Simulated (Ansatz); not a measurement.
MoP: several calculations on one system

Part 1: Relaxation

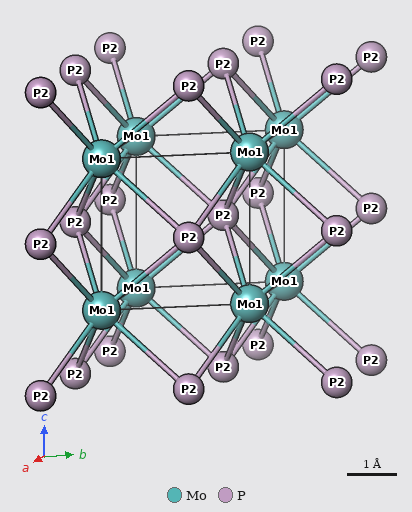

Starting structure of a crystal of MoP (set up in P-6m2). A ball-and-stick model of the cell of the calculation, seen slightly off an axis.

All numbers below come from Ansatz 0.2.0, DFT PBEsol, scalar-relativistic, plane waves, PAW.

The input:
```yaml
crystal:
  lattice:
    - [3.2230000535, 0.0, 0.0]
    - [-1.6115000268, 2.7911999227, 0.0]
    - [0.0, 0.0, 3.191]
  atoms:
    - { symbol: Mo, position: [0.0, 0.0, 0.0] }
    - { symbol: P, position: [0.3333333333, 0.6666666667, 0.5] }
basis:
  ecutwfc: 420
kpoints:
  mp_grid: { grid: [18, 18, 14] }
hamiltonian:
  xc: pbesol
scf:
  occupations: { method: gaussian, width: 0.1 }
output:
  forces: true
  stress: true
  eigenvalues: true
  write_density: true
  write_potential: true
  elf: true
  volumetric_format: npy
relax:
  adjacent_minimum: "off"
  f_tol: 0.005
  max_steps: 80
  cell: { stress_tol: 0.05 }
```

Run as
```bash
ansatz run input.yaml --threads 1 --pin off --max-ram 2560MiB --backend cpu --events-out ev --progress --plain --runs-dir out
```

### Predict the outcome.

Over 3 accepted moves (4 points after the start) the energy falls by 5.3 meV per cell of the calculation. All forces vanish by symmetry, so only the cell relaxes. Pressure: −3.70 GPa at the start and −0.01 GPa at the end. At 1 point the geometry stayed and the basis and grid were re-selected for the new cell (energy shift of 0.1 meV per cell of the calculation at most each time). No atom moves by more than 0.005 Å relative to the cell. The drawn cell changes as follows: a = b 3.223 → 3.206 Å (−0.5 %), c 3.191 → 3.174 Å (−0.5 %); the volume changes by −1.6 %. Near-neighbour distances that change, for instance: Mo1–P2 2.451 → 2.438 Å. The space group stays P-6m2 (No. 187). The run took 54 s on 1 thread of Arm Neoverse V2, on a shared host, peak memory 0.44 GiB.

Part 2: Relaxation

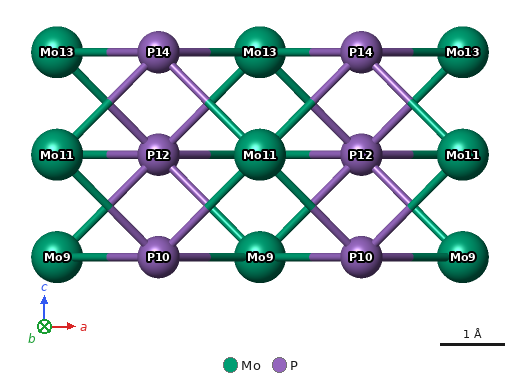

This is the input geometry for a relaxation of a slab of composition MoP (cut from the P-6m2 phase). A ball-and-stick model of the atoms within 5.0 Å of the atom that moves most (axes of the 2 × 1 repeat of the cell, outlined in the plane, without the vacuum), seen along the b axis.

Case: (1 1 0) slab, atoms relaxed. The slab is the (1 1 0) face of MoP.

Computed with DFT PBEsol, scalar-relativistic, plane waves, PAW in Ansatz.

Input
```yaml
crystal:
  lattice:
    - [3.1741350971, 0.0, 0.0]
    - [0.0, 5.5533613671, 0.0]
    - [0.0, 0.0, 24.6187040406]
  atoms:
    - { symbol: Mo, position: [0.0, 0.5, 0.3046464179] }
    - { symbol: P, position: [0.5, 0.1666666667, 0.3046464179] }
    - { symbol: Mo, position: [0.0, 0.0, 0.3697642786] }
    - { symbol: P, position: [0.5, 0.6666666667, 0.3697642786] }
    - { symbol: Mo, position: [0.0, 0.5, 0.4348821393] }
    - { symbol: P, position: [0.5, 0.1666666667, 0.4348821393] }
    - { symbol: Mo, position: [0.0, 0.0, 0.5] }
    - { symbol: P, position: [0.5, 0.6666666667, 0.5] }
    - { symbol: Mo, position: [0.0, 0.5, 0.5651178607] }
    - { symbol: P, position: [0.5, 0.1666666667, 0.5651178607] }
    - { symbol: Mo, position: [0.0, 0.0, 0.6302357214] }
    - { symbol: P, position: [0.5, 0.6666666667, 0.6302357214] }
    - { symbol: Mo, position: [0.0, 0.5, 0.6953535821] }
    - { symbol: P, position: [0.5, 0.1666666667, 0.6953535821] }
basis:
  ecutwfc: 420
kpoints:
  mp_grid: { grid: [11, 6, 1] }
hamiltonian:
  xc: pbesol
scf:
  occupations: { method: gaussian, width: 0.1 }
output:
  forces: true
  eigenvalues: true
  write_density: true
  write_potential: true
  elf: true
  volumetric_format: npy
relax:
  adjacent_minimum: "off"
  f_tol: 0.02
  max_steps: 60
efield:
  axis: 3
  dipole_correction: true
  ramp_width: 0.04
```

Command:
```bash
ansatz run input.yaml --threads 1 --pin off --max-ram 2560MiB --backend cpu --events-out ev --progress --plain --runs-dir out
```

Q: What does the optimiser find from here?

A: The energy falls by 0.568 eV per cell of the calculation in 5 accepted moves (6 points after the start). The largest force component goes from 1.8 to 0.0052 eV/Å. The line search rejected the trial step at point 4 of the run. The largest moves relative to the layer's centre, 0.28 Å, are those of Mo1 and Mo13. Mo13 goes at 29° to the normal (−c side). By element the largest moves are Mo 0.28 Å, P 0.16 Å. The lattice vectors keep their values. Near-neighbour distances that change, for instance: Mo11–Mo13 3.206 → 2.922 Å, Mo9–Mo13 3.206 → 2.951 Å, P12–Mo13 2.438 → 2.356 Å, Mo11–P14 2.438 → 2.490 Å. Bond angles that change, for instance: P12–Mo13–P14 135.4° → 151.6°, Mo11–P14–Mo13 135.4° → 122.7°, Mo11–P14–Mo13 82.2° → 72.9°.

After the run, drawn alike:

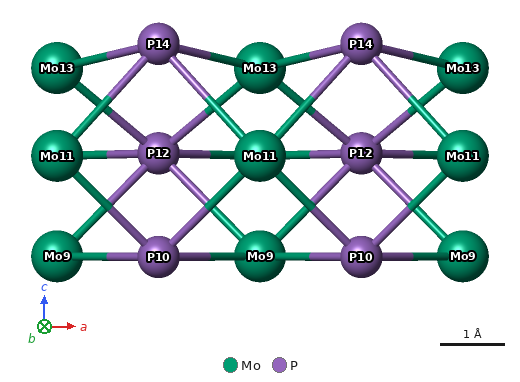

Part 3: A change

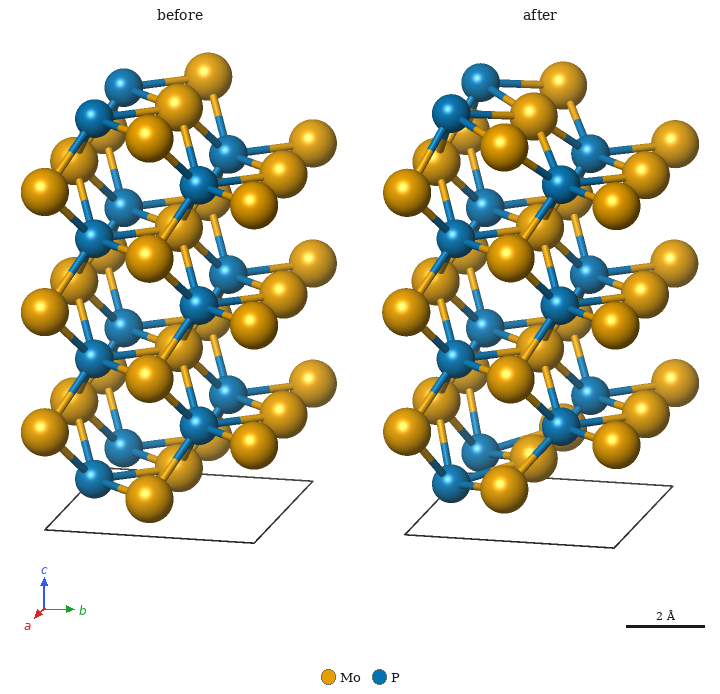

Left: a (1 1 0) slab of MoP as cut from the relaxed bulk. Right: the same structure after one change, at the same scale. A ball-and-stick model of the 2 × 1 repeat of the cell, outlined in the plane, without the vacuum, seen slightly off an axis.

All numbers below come from DFT PBEsol, scalar-relativistic, plane waves, PAW in Ansatz. Set-up: plane-wave cutoff 420 eV; occupations gaussian; smearing width 0.1 eV; no spin polarisation. The k-mesh is chosen for each cell (11×6×21, 11×6×1).

The atoms of the slab are relaxed at the bulk's in-plane cell.

How do the computed properties respond?

The surface energy (mean of the two faces) falls from 3.00 to 2.74 J/m². The top spacing, between the MoP and MoP planes, goes from 1.60 to 1.54 Å (−3.7 %), the bottom one (MoP to MoP) from 1.60 to 1.54 Å (−3.7 %). The top plane rumples by 0.38 Å. The cell doesn't change. The largest moves relative to the layer's centre, 0.28 Å, are those of Mo atoms. Largest moves by element: Mo 0.28 Å, P 0.16 Å. Some distances before and after: Mo–P 2.438 → 2.356 to 2.490 Å.
